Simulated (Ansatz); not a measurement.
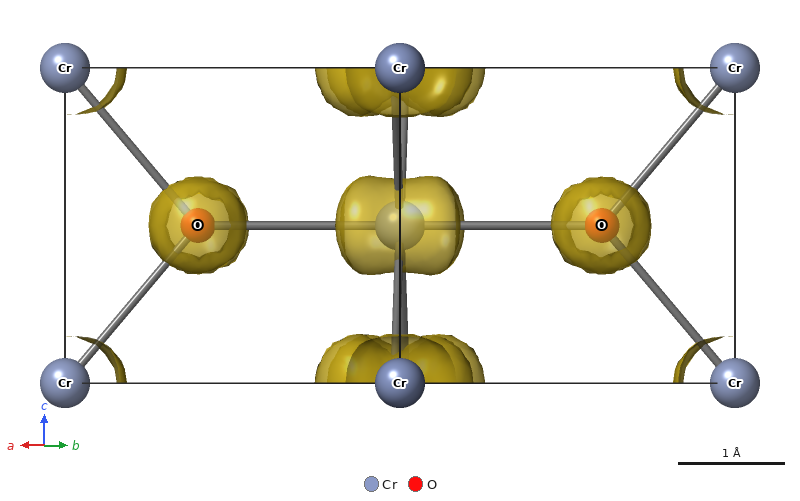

CrO2. Density of the Kohn–Sham states from −0.25 to +0.25 eV about the Fermi level (the states at the Fermi level), scaled to one electron a cell: yellow surface at 0.06 1/Å³, in the conventional cell seen along [110].

Space group Pnnm; the calculation finds a residual pressure of about −2 GPa at this fixed cell; spin-polarised. Net moment 4.0 μB in the 6-atom cell of the calculation; other magnetic orders weren't tried. Effective Hubbard U: 3.7 eV on Cr d. The cell comes from a database of computed structures, not from a measurement.

All numbers below come from DFT PBE+U, scalar-relativistic, plane waves, PAW (Ansatz).

Core electrons are frozen (PAW), so the fields are smoothed inside the atomic spheres.

```
Cr O
1.0
     4.44805    0.00000    0.00000
     0.00000    4.52924    0.00000
     0.00000    0.00000    2.98596
Cr O
2 4
Direct
  0.50000 0.50000 0.50000
  0.00000 0.00000 0.00000
  0.79297 0.18982 0.50000
  0.20703 0.81018 0.50000
  0.70703 0.68982 0.00000
  0.29297 0.31018 0.00000
```

Question: Describe these states.

Answer: Projected on a minimal set of atomic orbitals (Löwdin), they are O 2p (70 %) and Cr 3d (25 %).
- In space (atomic cells sized by Bader volumes) the density divides as O about 70 % and Cr about 30 %.
- It nearly vanishes midway along the shortest Cr–O contact.
- It nearly vanishes midway along the shortest Cr–Cr contact.
- Its net spin polarisation is +100 % (up less down).
